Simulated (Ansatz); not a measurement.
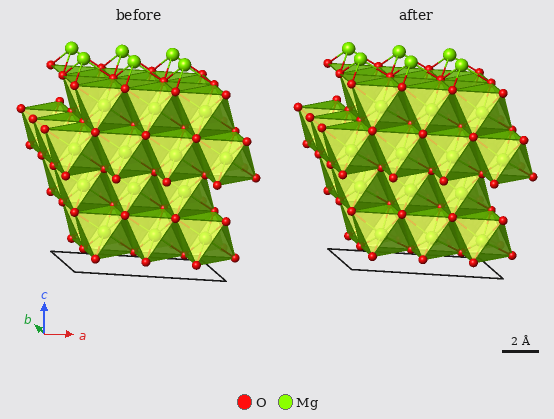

The structure of a slab of composition MgO (cut from the Fm-3m phase) before (left) and after (right) a relaxation, at one scale.

Style: polyhedral. Shown: the 3 × 2 repeat of the cell, outlined in the plane, without the vacuum, from a free direction.

Case: (1 1 1) slab, atoms relaxed. The slab is the (1 1 1) face of MgO.

These are results of DFT r2SCAN, scalar-relativistic, plane waves, PAW (Ansatz), not measurements. Set-up: plane-wave cutoff 500 eV; k-point mesh 9 × 9 × 1; occupations gaussian; smearing width 0.05 eV; no spin polarisation; dipole correction; atoms relaxed in a fixed cell; force threshold 0.02 eV/Å; at most 60 steps.

Q: What changed between the two?

A: After 6 geometry steps the energy has fallen by 0.389 eV per cell of the calculation. The largest force component goes from 1.4 to 0.013 eV/Å. The largest moves relative to the layer's centre, 0.15 Å, are those of O and Mg atoms. Largest moves by element: Mg 0.15 Å, O 0.14 Å. The cell stays as it was. Among the contacts that change: Mg–O 2.102 → 1.950 Å, Mg–O 2.102 → 2.227 Å, Mg–O 2.102 → 2.206 Å, Mg–O 2.102 → 2.011 Å. Among the angles between lasting bonds that change: O–Mg–O 180.0° → 168.7°, Mg–O–Mg 90.0° → 99.4°, O–Mg–O 90.0° → 99.4°. The run may lie on a higher electronic state than the lowest, so the end point isn't shown to be the ground-state structure. The run took of the order of 8 core-minutes on a shared host.
